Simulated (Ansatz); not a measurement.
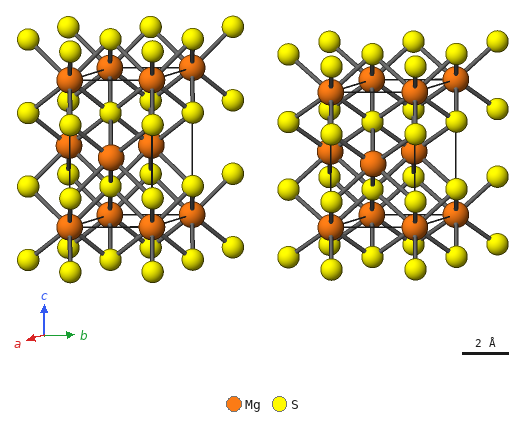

Two geometries of a crystal of MgS (a generated structure, set up in P6_3/mmc), drawn at one scale. One is the start of a relaxation, the other its converged end. A ball-and-stick model of the cell of the calculation, seen from a free direction.

Method: DFT PBE, scalar-relativistic, plane waves, PAW (Ansatz). Set-up: plane-wave cutoff 420 eV; k-point mesh 9 × 9 × 6; occupations gaussian; smearing width 0.02 eV; no spin polarisation; cell and atoms relaxed; force threshold 0.01 eV/Å; at most 45 steps.

Which of the two is the end point?

The left one is the relaxed one. Case: stacking AB. No atom moves by more than 0.005 Å relative to the cell. The drawn cell changes as follows: a = b 3.698 → 3.621 Å (−2.1 %), c 6.039 → 6.564 Å (+8.7 %); the volume changes by +4.2 %. Among the contacts that change: Mg–S 2.615 → 2.658 Å. Among the angles between lasting bonds that change: S–Mg–S 70.5° → 76.3°, Mg–S–Mg 90.0° → 94.1°, Mg–S–Mg 90.0° → 85.9°. The space group stays P6_3/mmc (No. 194). The energy falls by 0.394 eV per cell of the calculation in 4 accepted moves (5 points after the start). All forces vanish by symmetry, so only the cell relaxes. Pressure: 5.19 GPa at the start and 0.02 GPa at the end. The SCF was repeated once at an unchanged geometry on a basis and grid sized afresh for the cell, which shifted the energy by 0.3 meV per cell of the calculation at most.
